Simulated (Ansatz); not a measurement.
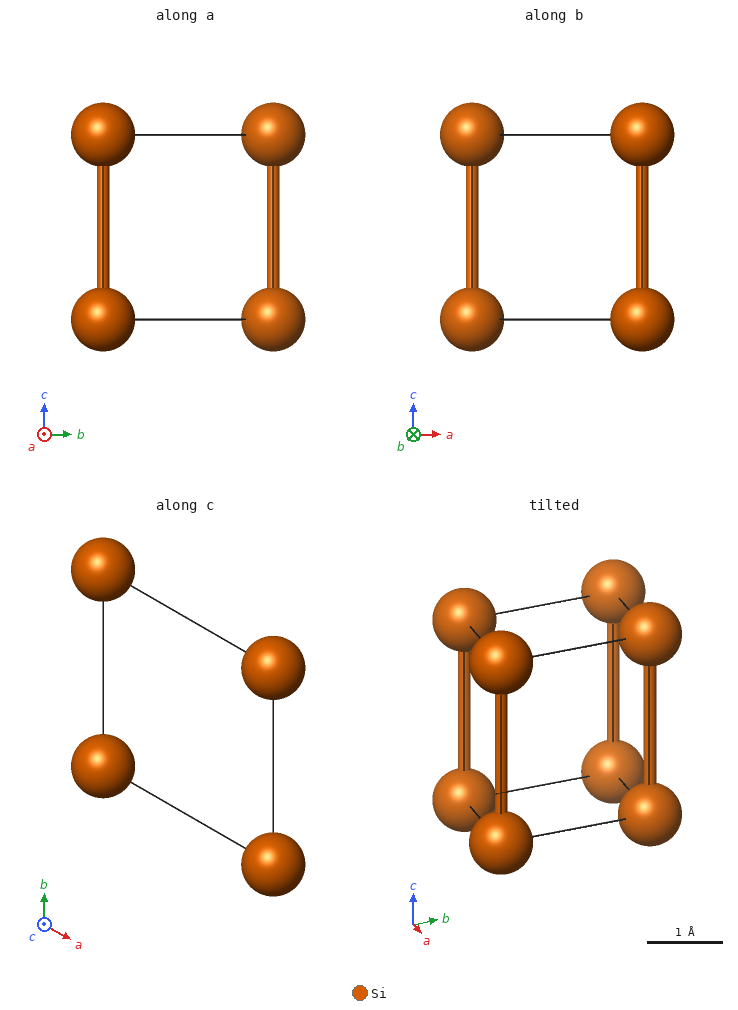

Ball-and-stick model, viewed along the a axis, along the b axis, along the c axis and slightly off an axis. The edges of the conventional unit cell are marked.

Lattice parameters: a = 2.648 Å, b = 2.648 Å, c = 2.487 Å, α = 90.00°, β = 90.00°, γ = 120.00°. Put a along x and b in the xy plane.

### Transcribe the picture into a POSCAR file.

```
Si
1.0
     2.648    0.000    0.000
    -1.324    2.293    0.000
     0.000    0.000    2.487
Si
1
Direct
  0.0000 0.0000 0.0000
```

The model was built from a random cell made by a generator, so it need not be a real form of the element. A relaxation with DFT PBE, scalar-relativistic, plane waves, PAW (Ansatz 0.2.0) gave the geometry drawn.
